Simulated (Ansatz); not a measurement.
Take the following structure.

Space group P6_3mc (No. 186). a = 3.075 Å, b = 3.075 Å, c = 5.048 Å, α = 90.00°, β = 90.00°, γ = 120.00°
| atom | site | symmetry | x | y | z |
| --- | --- | --- | --- | --- | --- |
| Si | 2b | 3m. | 0.3333 | 0.6667 | 0.4996 |
| C | 2b | 3m. | 0.3333 | 0.6667 | 0.8754 |

What does this file describe?

The formula is SiC. Space group P6_3mc (No. 186), lattice primitive hexagonal. Among the common structure types it is wurtzite. In the cell are 2 Si, 2 C, which makes 2 formula units. Si is linked to four C in a tetrahedral arrangement at 1.88 to 1.90 Å. The C atoms are each bonded to four Si in a tetrahedral arrangement at 1.88 to 1.90 Å. The bonds build a three-dimensional framework.

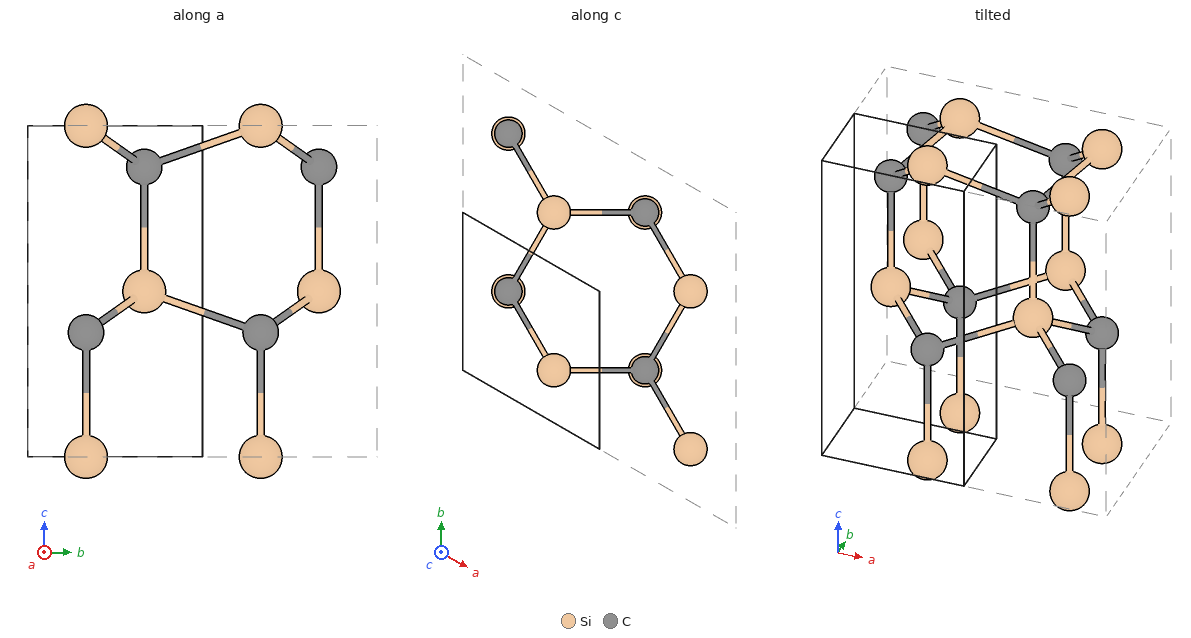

Shown here is a ball-and-stick view of the crystal, taken along the a axis, along the c axis and slightly off an axis. A 2×2×1 array of cells is drawn; the conventional unit cell has the solid edges.

Source of the structure: a structure listed in the Materials Project. It is drawn as it came out of a relaxation with DFT r2SCAN, scalar-relativistic, plane waves, PAW (Ansatz).
